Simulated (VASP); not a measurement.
System: AlB2-type HfB2, space group P6/mmm, 3 atoms in the cell.

```
Hf B
1.0
     3.12755    0.00000    0.00000
    -1.56377    2.70854    0.00000
     0.00000    0.00000    3.44669
Hf B
1 2
Direct
  0.00000 0.00000 0.00000
  0.33333 0.66667 0.50000
  0.66667 0.33333 0.50000
```

Level of theory: PBEsol, VASP PAW PBE potentials, release 64 (Hf_pv, B), no spin polarisation, no spin-orbit coupling, 12×12×10 k mesh in the self-consistent step, 520 eV cutoff, Gaussian smearing of 0.05 eV; code VASP.

What does the calculation give for the electronic structure?

It is a metal. The density of states is about 0.29 per eV and cell at the Fermi level (mean within 0.1 eV) and changes fast nearby: within 0.3 eV it runs from 0.12 to 0.42 per eV and cell. By projected weight, the states within 0.3 eV of the Fermi level are Hf (75 %) and B (25 %). The tallest peak in the window is at −3.8 eV; by projected weight it is B (52 %) and Hf (48 %).

The density of states was taken on a 18×18×15 mesh with the tetrahedron method. The PAW data sets were made with another functional. Spin-orbit coupling is left out, which matters for Hf. The cell was built from a pattern and not relaxed, so its bond lengths can be off.

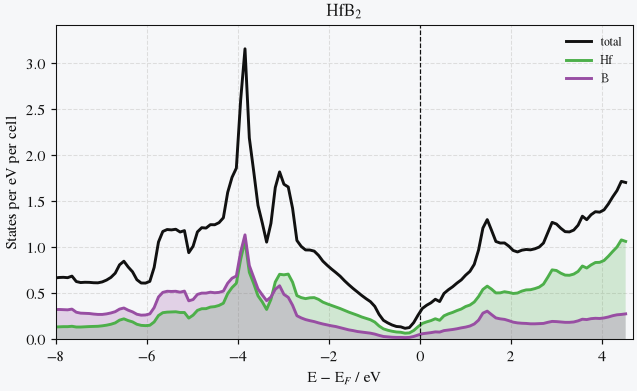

Density of states. Energies are counted from the Fermi level. The partial curves are projected inside the PAW spheres; the rest of the total lies in parts that aren't drawn and between the spheres.
